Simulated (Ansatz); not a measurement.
## A series of single points on KBr

System: KBr (I4mm, 2 atoms in the cell).
Method: DFT PBE, scalar-relativistic, plane waves, PAW, no spin polarisation (Ansatz 0.2.0).

The 6 runs differ only in the geometry, by a shift of atoms along one path in a fixed cell. The shift s is measured from run 4: K1 moves along the Cartesian direction (0.00, 0.00, −1.00). The structure derives from an entry of the Crystallography Open Database.

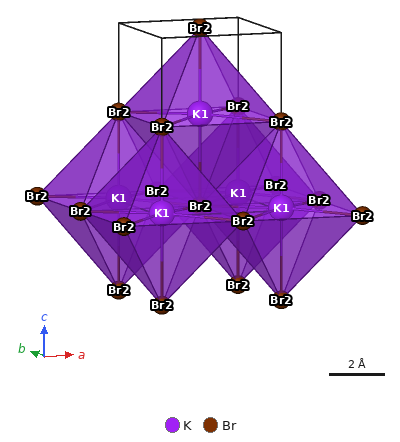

Figure 1. The structure of run 4 (polyhedral view of the cell 2 times as large as that of the calculation, set on its symmetry axes, seen slightly off an axis; polyhedra are completed across the faces of the cell; atoms are numbered from 1 in the order of the input). An atom can appear more than once, as a periodic image.

### Input of run 4
```yaml
crystal:
  lattice:
    - [0.0, 3.2925, 3.2925]
    - [3.2925, 0.0, 3.2925]
    - [3.2925, 3.2925, 0.0]
  atoms:
    - { symbol: K, position: [-0.0170842825, -0.0170842825, 0.0170842825] }
    - { symbol: Br, position: [0.5, 0.5, 0.5] }
basis:
  ecutwfc: 420
kpoints:
  mp_grid: { grid: [6, 6, 6] }
hamiltonian:
  xc: pbe
scf:
  occupations: { method: gaussian, width: 0.05 }
output:
  forces: true
  stress: true
  eigenvalues: true
```

Command:
```bash
ansatz run input.yaml --threads 1 --pin off --max-ram 2560MiB --backend cpu --events-out ev --progress --plain --runs-dir out
```

Run 5 differs from it as follows:
```diff
-    - { symbol: K, position: [-0.0170842825, -0.0170842825, 0.0170842825] }
+    - { symbol: K, position: [-0.0341685649, -0.0341685649, 0.0341685649] }
```

### Results, with one run withheld

```tsv
run	shift s of K1 (Å)	free energy per atom, from the lowest run given (meV)	pressure (GPa)	gap on the mesh (eV)	force along the path (eV/Å)
1	−0.4125	30.62	1.38	4.48	0.487
2	−0.2625	5.56	0.96	4.46	0.203
3	−0.0375	0.00	0.87	4.46	−0.096
4	0.0000	2.28	0.91	4.46	−0.148
5	0.1125	?	?	?	?
6	0.1500	22.30	1.24	4.47	−0.403
```

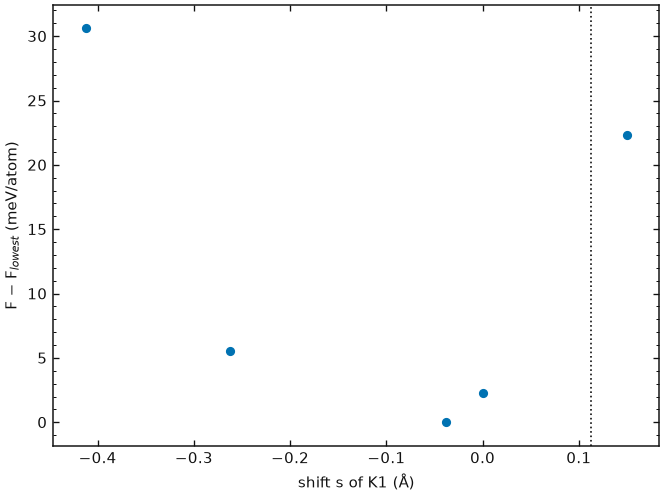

Figure 2. Free energy per atom of the runs given; the dotted line marks run 5.

What should run 5 give?

A cubic polynomial in the coordinate, fitted to the 5 runs given, misses them by at most 0.15 meV per atom. With x = s + 0.1125, it reads F = −2.3283 + 2.2921 x + 360.23 x² − 44.743 x³ (meV per atom). At run 5 it gives 15.91 meV per atom, and the run itself gives 15.45. The slope of the fit gives a force −dF/ds of −0.315 eV/Å along the path (summed over the atoms that move), and the printed forces give −0.329 eV/Å. The fit has its minimum at s = −0.1157 Å.

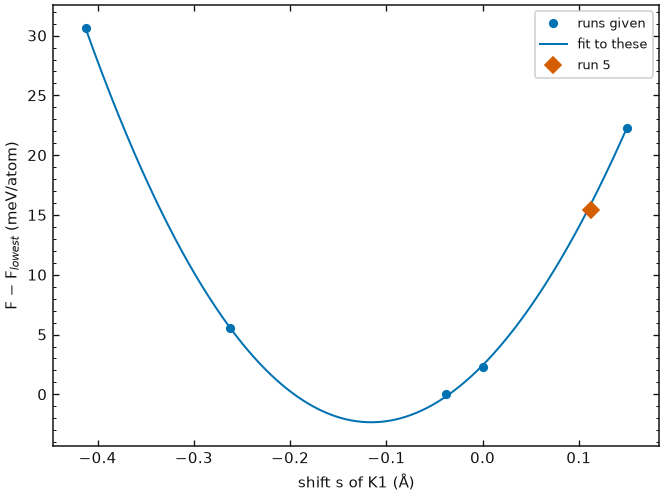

Figure 3. The fit and the withheld run.

### Output, shortened to warnings, some set-up lines, iterations and results (run 5)
```
Basis set: ecut = 420 eV, 1411 PW (Γ), exchange–correlation on 64×64×64 points (8 copies of the dense FFT grid, shifted against one another)
Symmetry: 8 space group operations
k-points: 30 of 216 (time reversal used)
Initial density: superposition of atomic densities (neutral atoms: chi_scale 0, normalization atom), corrected by the library's trained network
[...]
SCF iter   1: F=—  HF=-4324.459864 eV  |F-HF|=—  |Δ(HF+E_count)|=         —  Δρ=1.65e-4  dr2=1.17e-5  ethr=1.77e-3  ⟨swp⟩=6.6  Hψ=2469  notcnv=0
SCF iter   2: F=—  HF=-4324.459685 eV  |F-HF|=—  |Δ(HF+E_count)|=   1.79e-4  Δρ=1.94e-4  dr2=4.63e-5  ethr=7.29e-8  ⟨swp⟩=3.5  Hψ=1131  notcnv=0
SCF iter   3: F=—  HF=-4324.459678 eV  |F-HF|=—  |Δ(HF+E_count)|=   7.37e-6  Δρ=5.29e-5  dr2=1.60e-6  ethr=7.29e-8  ⟨swp⟩=2.0  Hψ=570  notcnv=0
SCF iter   4: F=—  HF=-4324.459682 eV  |F-HF|=—  |Δ(HF+E_count)|=   4.73e-6  Δρ=2.35e-5  dr2=3.83e-7  ethr=1.00e-8  ⟨swp⟩=2.0  Hψ=570  notcnv=0
SCF iter   5: F=-4324.459683 eV  HF=-4324.459683 eV  |F-HF|=1.81e-8  |Δ(HF+E_count)|=   5.00e-7  Δρ=8.50e-6  dr2=6.80e-8  ethr=2.40e-9  ⟨swp⟩=2.0  Hψ=450  notcnv=0
SCF iter   6: F=-4324.459683 eV  HF=-4324.459683 eV  |F-HF|=3.30e-9  |Δ(HF+E_count)|=   1.54e-8  Δρ=2.11e-6  dr2=4.92e-9  ethr=4.25e-10  ⟨swp⟩=3.3  Hψ=1495  notcnv=0
SCF 1 converged in 6 iterations: F = -4324.459683 eV  dr2 = 4.92e-9
SCF converged after 6 iterations
Free energy (F): -4324.459683 eV
Harris-Foulkes:  -4324.459683 eV  (|F-HF|=3.30e-9)
Internal energy: -4324.459683 eV  (E = F + TS)
E sigma→0 (E₀):  -4324.459683 eV
Fermi energy:    3.333063 eV
--- Per-component energies (eV) ---
  E_band       = -132.650344
  E_kinetic    = 388.745946
  E_local      = -838.964301  (includes V_loc(G=0)·N_el)
  E_nonlocal   = 82.921859
  E_hartree    = 272.405260
  E_xc         = -400.725984
  E_vxc        = -269.778938  (∫ρ·V_xc dr)
  E_paw        = -3028.401871  (= ΣΔE_a)
  E_vpaw       = -40.384782  (= ΣTr[D̂ρ^β])
  E_aug_tail   = -0.000004  (compensation charges beyond the density's cutoff)
  E_ewald      = -800.440587
  E_smearing   = -0.000000  (= −TS)
  E_closure    = 0.000000  (closes the sum)
  Σ components = -4324.459683   (vs F -4324.459683, Δ=0.00e0)
--- Forces (eV/Å), atoms counted from 1 ---
  atom   1  K      0.00000000     0.00000000     0.32896288
  atom   2  Br     0.00000000     0.00000000    -0.32897043
  max |Σ_I F_I| component: 7.55e-6 eV/Å
--- Stress (GPa, compression-positive) ---
        0.758674       0.000000       0.000000
        0.000000       0.758674       0.000000
        0.000000       0.000000       1.875458
  P = ⅓ Tr σ = 1.1309 GPa (11.309 kbar)
```
